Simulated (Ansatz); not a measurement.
## CoSn: an electron-density study

Space group P6/mmm; the calculation finds a residual pressure of about −2 GPa at this fixed cell; computed without spin polarisation. The cell comes from a database of computed structures, not from a measurement.

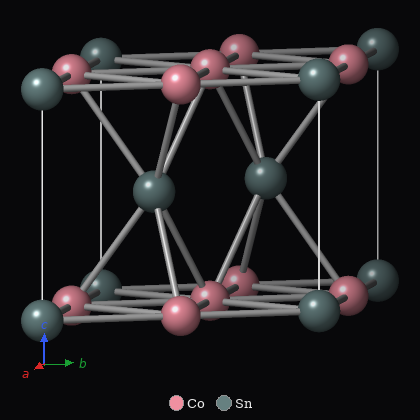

The conventional cell.

The calculation's input:

```
crystal:
  lattice:
    - [5.2460399276, 0.0, 0.0]
    - [-2.6230199638, 4.5432038466, 0.0]
    - [0.0, 0.0, 4.1875903]
  atoms:
    - { symbol: Co, position: [0.0, 0.5, 0.0] }
    - { symbol: Co, position: [0.5, 0.5, 0.0] }
    - { symbol: Co, position: [0.5, 0.0, 0.0] }
    - { symbol: Sn, position: [0.66666667, 0.33333333, 0.5] }
    - { symbol: Sn, position: [0.33333333, 0.66666667, 0.5] }
    - { symbol: Sn, position: [0.0, 0.0, 0.0] }
basis:
  ecutwfc: 420
  fft_grid_basis: typed
kpoints:
  mp_grid: { grid: [9, 9, 8] }
hamiltonian:
  xc: pbesol
  pseudopotentials: { kind: paw }
scf:
  occupations: { method: gaussian, width: 0.05 }
output:
  forces: true
  stress: true
  eigenvalues: true
  bader: true
  write_density: true
  volumetric_format: npy
  elf: true
```

Launched as:

```sh
ansatz run input.yaml --threads 2 --pin off --max-ram 4096MiB --backend cpu --events-out ev --progress --plain --runs-dir out
```

The picture shows the conventional cell (a = 5.25 Å, b = 5.25 Å, c = 4.19 Å, α = 90.00°, β = 90.00°, γ = 120.00°).

Theory: DFT PBEsol, scalar-relativistic, plane waves, PAW in Ansatz.

Core electrons are frozen (PAW), so the maps are meaningful between the atoms, not at the nuclei.

## 1. Bonding charge

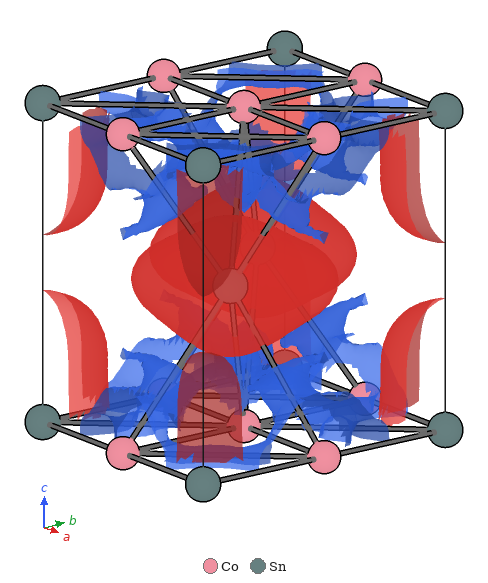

Deformation density (self-consistent density less superposed neutral spherical atoms): blue surfaces at +0.03 and red ones at −0.03 e/Å³, in the conventional cell seen slightly off an axis (the regions close to the nuclei are left out). Cores are masked to 0.8 Å (Co) and 0.9 Å (Sn).

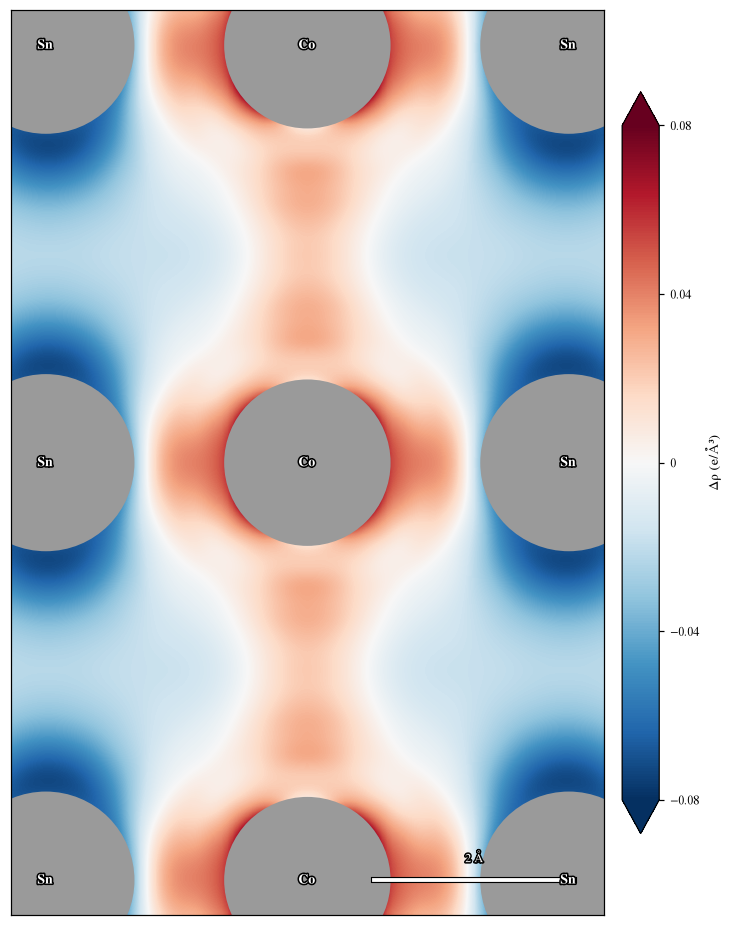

The same field as a map on the (010) plane of the conventional cell, with grey discs over the atomic cores.

> Where does charge go when the atoms form this crystal?

Co–Sn (2.58 Å): Δρ is +0.03 e/Å³ at the midpoint. Co–Co (2.62 Å): Δρ is +0.03 e/Å³ at the midpoint (this contact isn't in the plane drawn). Sn–Sn (3.03 Å): Δρ is +0.02 e/Å³ at the midpoint (this contact isn't in the plane drawn). Over the whole cell, outside the masked cores, the largest gain lies at the edge of the masked core of Co, and the largest loss, 0.07 e/Å³, lies 1.0 Å from a tin nucleus. In all about 0.21 e an atom is rearranged against the free atoms. Bader charges: Co −0.34 and Sn +0.30 to +0.41 e. Among metals such charges hang on how the charge between the atoms is shared out.

## 2. One group of states

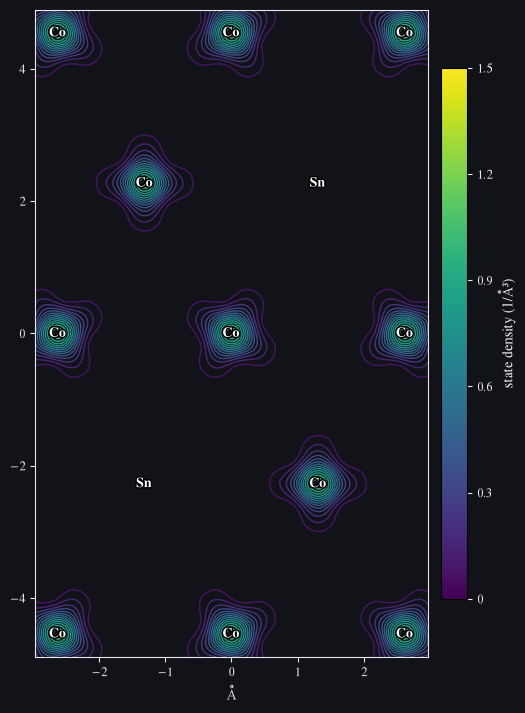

Density of the Kohn–Sham states from −0.25 to +0.25 eV about the Fermi level (the states at the Fermi level), scaled to one electron a cell: a map on the (001) plane of the conventional cell.

> Describe these states.

Projected on a minimal set of atomic orbitals (Löwdin), they are Co 3d (85 %) and Sn 5p (10 %).
- In space (atomic cells sized by Bader volumes) the density divides as Co about 85 % and Sn about 15 %.
- It nearly vanishes midway along the shortest Co–Sn contact.
- It nearly vanishes midway along the shortest Co–Co contact.
- Little of the density lies between the atoms' surroundings.

## 3. Moving an atom

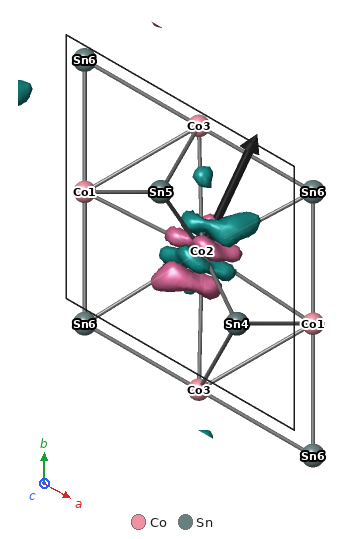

Co2 was moved by 0.15 Å roughly along [1 2 0] in the axes of the cell drawn (arrow, not to scale). Change of the density less the rigid motion of the neutral atom's own density: teal surfaces at +0.02 and pink ones at −0.02 e/Å³, in the cell of the calculation (origin moved) seen along the c axis.

> Describe the electronic response.

About 0.15 e is rearranged in the cell. Outside the cores the largest gain lies at the edge of the masked core of Co, and the largest loss lies there too, on other sides.

> How much does the computed force on the atom change?

The force on it changes by 1.12 eV/Å along the move, against it: a stiffness of about 7.5 eV/Å² for this sublattice shift.

## 4. Change of volume

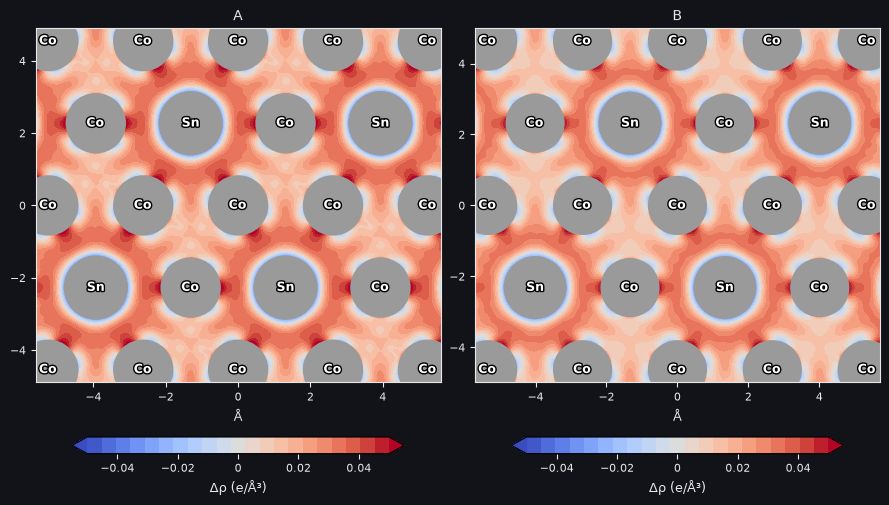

CoSn: deformation density on the (001) plane of the conventional cell at two volumes, with the same fractional coordinates and one colour scale. Grey discs cover the cores. Panel B has 106 % of the volume of panel A.

> How do bonds, bonding charge and pressure respond to this change of volume?

From A to B, Co–Sn goes from 2.58 to 2.63 Å, and Δρ at its midpoint from +0.033 to +0.031 e/Å³.
- From A to B, Co–Co goes from 2.62 to 2.67 Å, and Δρ at its midpoint from +0.03 to +0.02 e/Å³.
- The pressure is −2.1 GPa in A and −8.9 GPa in B.
- The rearranged charge is 0.21 e an atom in A and 0.20 e in B.

## 5. Another level of theory

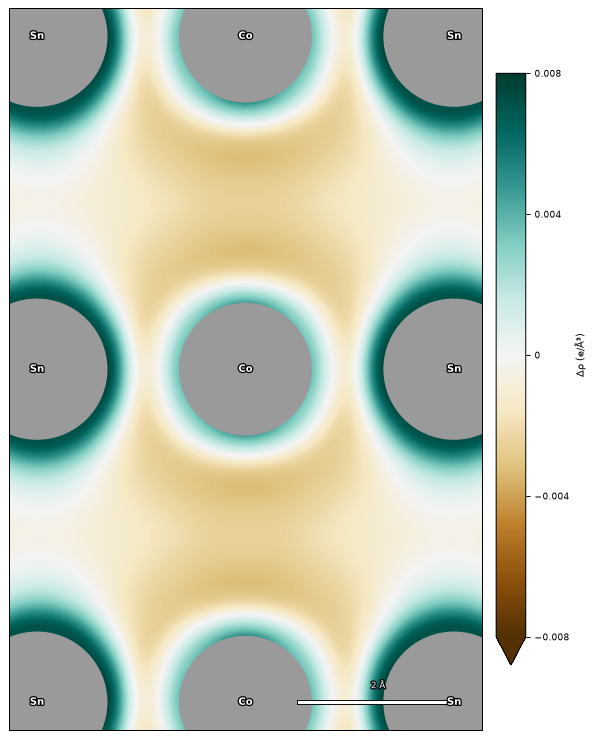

CoSn: difference of two self-consistent densities at the same geometry, ρ(LDA) − ρ(PBEsol), on the (100) plane of the conventional cell. Grey discs cover the cores, where the PAW densities can't be compared. Cores are masked to 0.8 Å (Co) and 0.9 Å (Sn).

Both runs: Ansatz, scalar-relativistic, plane waves and PAW, same cutoff, k-points and PAW files (made with PBE).

> What differs between the two levels of theory?

Against PBEsol, and outside the masked cores, the largest gain lies at the edge of the masked core of Sn, and the largest loss, 0.004 e/Å³, lies 1.5 Å from a cobalt nucleus and 1.7 Å from a tin one.
Bader charges are Co −0.34 and Sn +0.30 to +0.41 e with PBEsol and Co −0.33 and Sn +0.30 to +0.40 e with LDA. Among metals such charges hang on how the charge between the atoms is shared out.
At this volume the pressure is −2 GPa with PBEsol and −6 GPa with LDA.

## 6. Putting it together

The two pressures give a mean stiffness −ΔP/Δln V of about 118 GPa over this range, with the atoms held at their fractional positions.

Run times: 77 s (base cell), 31 s (state densities), 3.9 min (moved atom), 74 s (scaled cell) and 71 s (LDA), on 2 threads of Intel(R) Xeon(R) Processor @ 2.50GHz (Skylake/Cascade Lake) (shared host).
